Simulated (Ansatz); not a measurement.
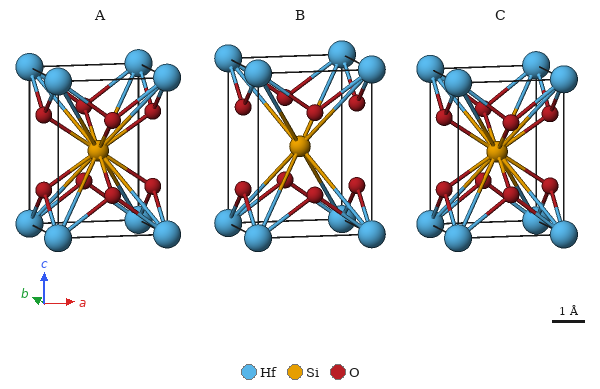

3 geometries from one relaxation of crystalline HfSiO$_{4}$ (a generated structure, set up in P4/mmm) (coarse preliminary run), in shuffled order. A ball-and-stick model of the cell of the calculation, seen slightly off an axis.

Level of theory: Ansatz, DFT PBE, scalar-relativistic, plane waves, PAW. Set-up: plane-wave cutoff 420 eV; k-point mesh 6 × 6 × 4; occupations gaussian; smearing width 0.1 eV; no spin polarisation; cell and atoms relaxed; force threshold 0.04 eV/Å; at most 70 steps.

> Order the frames from highest to lowest energy.

B, A, C. They are steps 0, 1, 7, at +261 meV per atom, +33.7 meV per atom relative to the last. The largest moves relative to the cell, 0.087 Å, are those of O atoms. Si and Hf stay in place. Cell: a = b 3.691 → 3.437 Å (−6.9 %), c 5.219 → 4.918 Å (−5.8 %). Volume −18.3 %. Among the contacts that change: Hf–Hf 3.691 → 3.437 Å, Hf–Si 3.691 → 3.457 Å, O–Si 2.260 → 2.064 Å, Hf–O 2.260 → 2.165 Å. Bond angles that change, for instance: Hf–O–Hf 109.5° → 105.1°. The space group stays P4/mmm (No. 123). The energy falls by 261 meV per atom in 5 accepted moves (7 points after the start). Largest force component: 0.91 eV/Å at the start, 0.0047 eV/Å at the end. Pressure: −27.71 GPa at the start and 0.04 GPa at the end. At 2 points the geometry stayed and the basis and grid were re-selected for the new cell (energy shift of 3.8 meV per atom at most each time). Cost: 41 s on 1 thread of Intel(R) Xeon(R) Processor @ 2.70GHz (shared host), peak memory 0.41 GiB.
